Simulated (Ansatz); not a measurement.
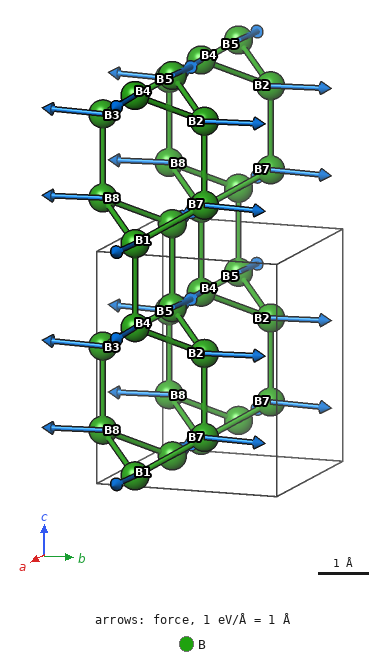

Starting geometry of solid B (a generated structure, set up in P4_2/mmc) (coarse preliminary run) with the computed forces as blue arrows. The picture is a ball-and-stick view of the cell of the calculation, repeated 2 × 1 × 2 with one cell outlined, seen slightly off an axis.

Computed with DFT PBE, scalar-relativistic, plane waves, PAW in Ansatz.

Input
```yaml
crystal:
  lattice:
    - [3.83905534, 0.0, 0.0]
    - [0.0, 3.83905534, 0.0]
    - [0.0, 0.0, 4.74163852]
  atoms:
    - { symbol: B, position: [0.78193849, 0.5, 0.18090691] }
    - { symbol: B, position: [0.5, 0.78193849, 0.68090691] }
    - { symbol: B, position: [0.5, 0.21806151, 0.68090691] }
    - { symbol: B, position: [0.78193849, 0.5, 0.81909309] }
    - { symbol: B, position: [0.21806151, 0.5, 0.81909309] }
    - { symbol: B, position: [0.21806151, 0.5, 0.18090691] }
    - { symbol: B, position: [0.5, 0.78193849, 0.31909309] }
    - { symbol: B, position: [0.5, 0.21806151, 0.31909309] }
basis:
  ecutwfc: 420
kpoints:
  mp_grid: { grid: [4, 4, 4] }
hamiltonian:
  xc: pbe
scf:
  occupations: { method: gaussian, width: 0.1 }
  lower_state_search: "off"
output:
  forces: true
  stress: true
  eigenvalues: true
relax:
  adjacent_minimum: "off"
  f_tol: 0.04
  max_steps: 70
  cell: { stress_tol: 0.4 }
```

Command:
```bash
ansatz run input.yaml --threads 1 --pin off --max-ram 2048MiB --backend cpu --events-out ev --progress --plain --runs-dir out
```

Is this structure relaxed? If not, where do the atoms go?

It isn't relaxed: the largest force vector, on B atoms, is 1.32 eV/Å. The final displacements follow the starting forces only in part (cosine between the two patterns 0.67). Over 7 accepted moves (9 points after the start) the energy falls by 0.684 eV per cell of the calculation. Largest force component: 1.3 eV/Å at the start, 0.00098 eV/Å at the end. Pressure: 21.27 GPa at the start and 0.00 GPa at the end. The SCF was repeated twice at an unchanged geometry on a basis and grid sized afresh for the cell, which shifted the energy by 21.4 meV per cell of the calculation at most. The largest moves relative to the cell, 0.057 Å, are those of 8 atoms (B1, B2, B3, B4 and others). B2 goes along [0 1 1]. Cell: a = b 3.839 → 4.010 Å (+4.4 %), c 4.742 → 4.855 Å (+2.4 %). Volume +11.7 %. Some distances before and after: B1–B4 1.716 → 1.843 Å, B1–B7 1.665 → 1.752 Å. Among the angles between lasting bonds that change: B4–B1–B7 113.2° → 109.5°, B7–B1–B8 81.1° → 83.6°. The space group stays P4_2/mmc (No. 131). The run took 15 s on 1 thread of Intel(R) Xeon(R) CPU @ 2.60GHz (Ice Lake), on a shared host, peak memory 0.39 GiB.

Limits of the set-up: the k-point mesh is coarse for a cell with partly filled bands.
